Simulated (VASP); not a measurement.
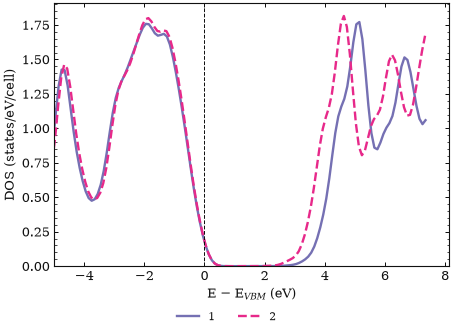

Total densities of states of zincblende ZnS, space group F-43m (No. 216), 2 atoms in the primitive cell (cubic a = 5.361 Å), by two methods on the same cell. The DOS curves are built from the levels of the k mesh with Gaussians 0.55 eV wide, which also blur the band edges; ripples of that width can come from the mesh. Each is counted from its own valence-band top.

**Which curve is which? The methods: r2SCAN, PBE.**

1 is r2SCAN; 2 is PBE. r2SCAN gives a gap of 2.79 eV and PBE gives a gap of 2.22 eV.

Settings. r2SCAN: VASP PAW PBE potentials, release 64 (Zn, S), no spin polarisation, no spin-orbit coupling, 10×10×10 k mesh, 520 eV cutoff, Gaussian smearing of 0.03 eV (VASP 6.6.1). PBE: VASP PAW PBE potentials, release 64 (Zn, S), no spin polarisation, no spin-orbit coupling, 10×10×10 k mesh, 520 eV cutoff, Gaussian smearing of 0.03 eV (VASP 6.6.1).

Gaps are the smallest over all k points computed. The cell is at 1 GPa in r2SCAN and 4 GPa in PBE. LDA, GGA and most meta-GGA functionals understate gaps. The cell was derived from a database entry in an earlier step, so it needn't be the measured one. r2SCAN: the PAW data sets were made with another functional.
